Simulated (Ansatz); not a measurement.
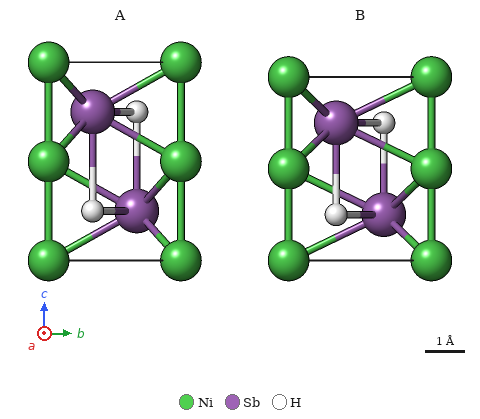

Two geometries of solid NiSbH (set up in P6_3/mmc) (coarse preliminary run), drawn at one scale. One is the start of a relaxation, the other its converged end. Style: ball-and-stick. Shown: the cell of the calculation, along the a axis.

Theory: Ansatz, DFT PBE, scalar-relativistic, plane waves, PAW. Settings: plane-wave cutoff 420 eV; k-point mesh 6 × 6 × 4; occupations gaussian; smearing width 0.1 eV; no spin polarisation; cell and atoms relaxed; force threshold 0.0325 eV/Å; at most 70 steps.

Q: Which one is relaxed?

A: Structure B is the relaxed one. Case: 2 H put on empty site 1 of 1 host cells, relaxed. The energy falls by 74.5 meV per atom in 6 accepted moves (8 points after the start). All forces vanish by symmetry, so only the cell relaxes. The pressure goes from 9.78 to −0.02 GPa. The SCF was repeated twice at an unchanged geometry on a basis and grid sized afresh for the cell, which shifted the energy by 1.2 meV per atom at most. The atoms keep their places relative to the cell (all moves are under 0.005 Å). Cell: a = b 3.977 → 4.292 Å (+7.9 %), c 5.156 → 4.775 Å (−7.4 %). Volume +7.9 %. Near-neighbour distances that change, for instance: H–Sb 2.578 → 2.387 Å, Ni–Ni 2.578 → 2.387 Å, H–Sb 2.296 → 2.478 Å, Ni–Sb 2.633 → 2.751 Å. Bond angles that change, for instance: Ni–Sb–Ni 98.1° → 102.6°. The space group stays P6_3/mmc (No. 194).
